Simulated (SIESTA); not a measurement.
# Bi: 7 runs along one coordinate

System: Bi (R-3m, 2 atoms in the cell).
Method: Kohn-Sham DFT of a periodic cell, PBE, PseudoDojo 0.4 standard, converted to PSML, no spin polarisation (SIESTA 5.4.2).

The 7 runs differ only in the geometry, by an even scaling of the cell at fixed fractional positions. The structure derives from an entry of the Crystallography Open Database.

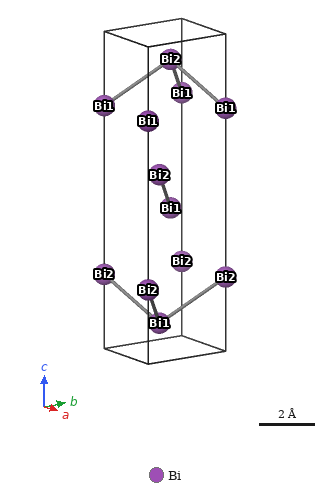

Figure 1. The structure of run 4 (ball-and-stick view of the cell 3 times as large as that of the calculation, set on its symmetry axes, seen slightly off an axis; atoms are numbered from 1 in the order of the input). An atom can appear more than once, as a periodic image.

**Input of run 4**
```
SystemName                      Bismuth
SystemLabel                     Bi
NumberOfSpecies                 1
NumberOfAtoms                   2
%block ChemicalSpeciesLabel
  1  83 Bi
%endblock ChemicalSpeciesLabel

LatticeConstant                 1.0 Ang
%block LatticeVectors
     2.2675000000     1.3091417354     3.9380000000
    -2.2675000000     1.3091417354     3.9380000000
     0.0000000000    -2.6182834708     3.9380000000
%endblock LatticeVectors
AtomicCoordinatesFormat         Ang
%block AtomicCoordinatesAndAtomicSpecies
     0.0000000000     0.0000000000     9.0495240000  1
     0.0000000000     0.0000000000     2.7644760000  1
%endblock AtomicCoordinatesAndAtomicSpecies

%block kgrid.MonkhorstPack
    7   0   0  0.0
    0   7   0  0.0
    0   0   7  0.0
%endblock kgrid.MonkhorstPack
XC.Functional                   GGA
XC.Authors                      PBE
PAO.BasisSize                   DZP
PAO.EnergyShift                 0.003 Ry
Mesh.Cutoff                     500 Ry
OccupationFunction              FD
ElectronicTemperature           0.05 eV
MaxSCFIterations                120
SCF.MustConverge                false
SCF.Mixer.Method                Pulay
SCF.Mixer.Weight                0.25
SCF.Mixer.History               8
SCF.DM.Tolerance                5.0e-05
SCF.H.Tolerance                 1.0e-03 eV
WriteForces                     true
Charge.Mulliken                 end
Charge.Hirshfeld                end
Charge.Voronoi                  end
SaveRho                         true
SaveElectrostaticPotential      true
%block PAO.Basis
  Bi 4
  n=6 0 2
    5.784 0.000
  n=6 1 2
    8.130 0.000
  n=5 2 2
    3.882 0.000
  n=6 2 1
    8.130
%endblock PAO.Basis
```

Command:
```bash
siesta < Bi.fdf > Bi.out 2>&1
```

Run 3 has the same physical settings and fractional positions; its lattice vectors (Å) are:
```
   2.252281    1.300355    3.911570
  -2.252281    1.300355    3.911570
   0.000000   -2.600711    3.911570
```

**Results, with one run withheld**

```csv
run,volume per atom (Å³),"free energy per atom, from the lowest run given (meV)",pressure (GPa),gap on the mesh (eV)
1,32.965,70.74,6.37,0.33
2,33.667,46.01,4.96,0.31
3,34.368,?,?,?
4,35.070,13.69,2.52,0.29
5,35.771,4.89,1.52,0.28
6,36.472,0.25,0.62,0.27
7,37.174,0.00,−0.23,0.26
```

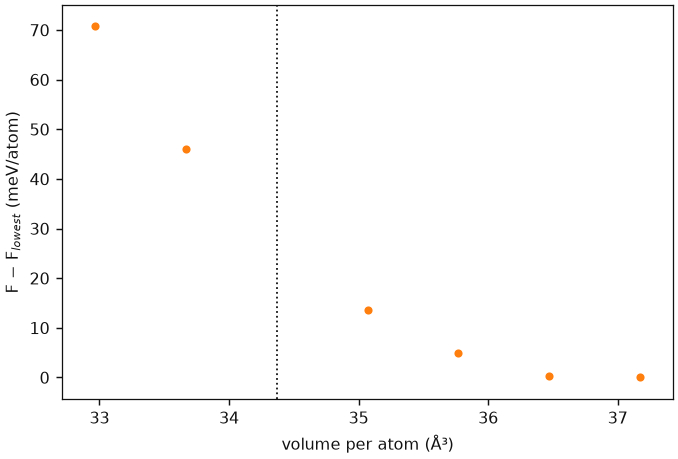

Figure 2. Free energy per atom of the runs given; the dotted line marks run 3.

What should run 3 give?

A cubic polynomial in V^(−2/3) (the Birch–Murnaghan form), fitted to the 6 runs given, misses them by at most 0.14 meV per atom. With x = V^(−2/3) − 0.09322 Å⁻², it reads F = 12.624 + 8616.5 x + 1.426e+06 x² − 2.078e+06 x³ (meV per atom). At run 3 it gives 27.24 meV per atom, and the run itself gives 27.17. The slope of the fit gives a pressure −dF/dV of 3.69 GPa there, and the run prints 3.68 GPa. The fit has its minimum at 36.903 Å³ per atom, where V d²F/dV² gives 45.4 GPa. Cell shape and fractional positions are held, so this is the stiffness under even scaling; the relaxed bulk modulus wasn't computed. The gap on the mesh goes, without turning, from 0.33 eV in run 1 to 0.26 eV in run 7; run 3 has 0.30 eV. These are gaps of this functional on this mesh, which can miss the band edges; they aren't the measured gap.

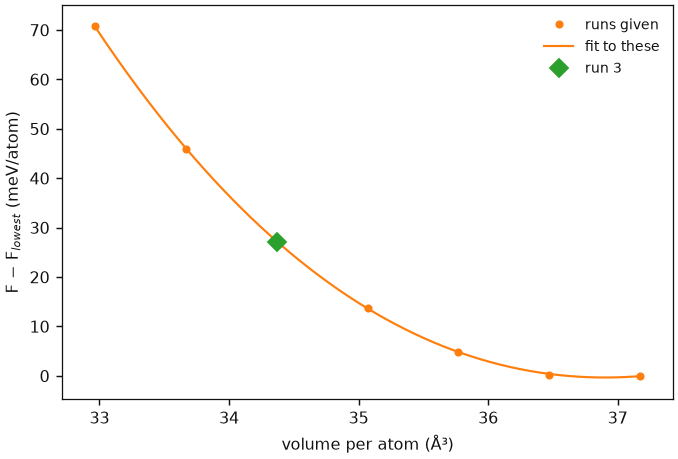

Figure 3. The fit and the withheld run.

**Some lines of the output (run 3)**
```
[...]
outcell: Cell volume (Ang**3)        :     68.7364
stepf: Fermi-Dirac step function
siesta: Etot    =     -4464.661739
siesta: FreeEng =     -4464.662980
        iscf     Eharris(eV)        E_KS(eV)     FreeEng(eV)     dDmax    Ef(eV) dHmax(eV)
siesta: E_KS(eV) =            -4464.7207
siesta: E_KS - E_eggbox =     -4464.7207
siesta: Etot    =     -4464.720716
siesta: FreeEng =     -4464.721746
siesta:         Fermi =      -4.092834
siesta: Cell volume =         68.736435 Ang**3
    Orbital volume contribution        =           2.436253 eV
```

Notes: Points of doubt noted for this run: mulliken charges of long orbitals. Spin–orbit coupling is left out, which matters for Bi. With a small basis of atomic orbitals these values can differ much from converged plane-wave results.
